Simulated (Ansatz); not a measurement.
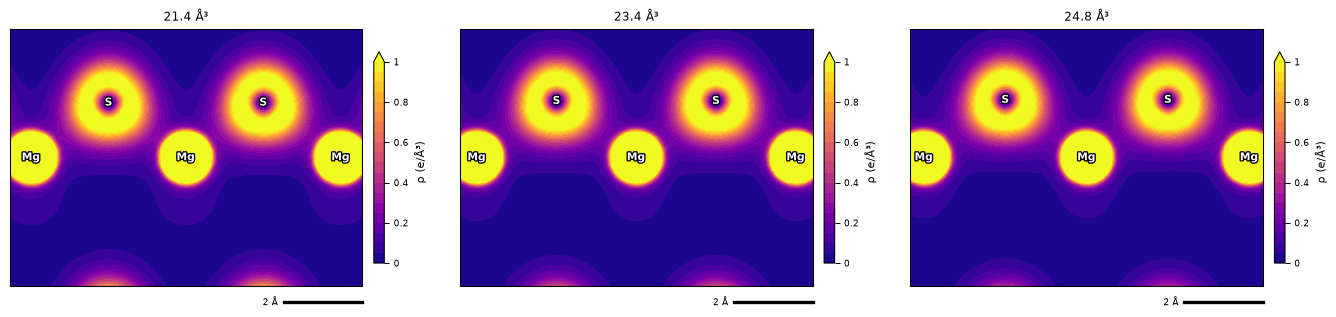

MgS. The valence pseudo-density of cells scaled evenly to different volumes (given per atom above each panel), on the (11̄0) plane of each (indices in the axes of the cell below), at one length scale and on one colour scale.

Started from the zincblende prototype, which need not be the ambient phase.

Level of theory: DFT, PBE, plane waves, PAW (Ansatz 0.2.0).

The largest cell:

```cif
data_structure
_symmetry_space_group_name_H-M 'P 1'
_symmetry_Int_Tables_number 1
_cell_length_a 4.1236
_cell_length_b 4.1236
_cell_length_c 4.1236
_cell_angle_alpha 60.000
_cell_angle_beta 60.000
_cell_angle_gamma 60.000
_cell_volume 49.58
loop_
_atom_site_label
_atom_site_type_symbol
_atom_site_fract_x
_atom_site_fract_y
_atom_site_fract_z
_atom_site_occupancy
Mg1 Mg 0.00000 0.00000 0.00000 1
S1 S 0.25000 0.25000 0.25000 1
```

| volume (Å³/atom) | Mg–S contact in the plane (Å) | ρ at its midpoint (e/Å³) | pressure (GPa) | gap on the mesh (eV) | 
| --- | --- | --- | --- | --- |
| 21.35 | 2.403 | 0.399 | 5.2 | 3.77 | 
| 22.69 | 2.452 | ? | ? | ? | 
| 23.37 | 2.476 | 0.358 | −0.6 | 3.32 | 
| 24.79 | 2.525 | 0.333 | −3.3 | 3.04 | 

> What values belong in the row with question marks?

Over the known rows ln ρ falls by 1.48 per Å of Mg–S distance (a least-squares line), which gives 0.371 e/Å³ at 2.452 Å; the calculation gives 0.372 e/Å³. For the pressure, a straight line in volume between the neighbouring rows gives 1.4 GPa; the calculation gives 1.1. For the gap on the mesh, a straight line in volume between the neighbouring rows gives 3.47 eV; the calculation gives 3.47.
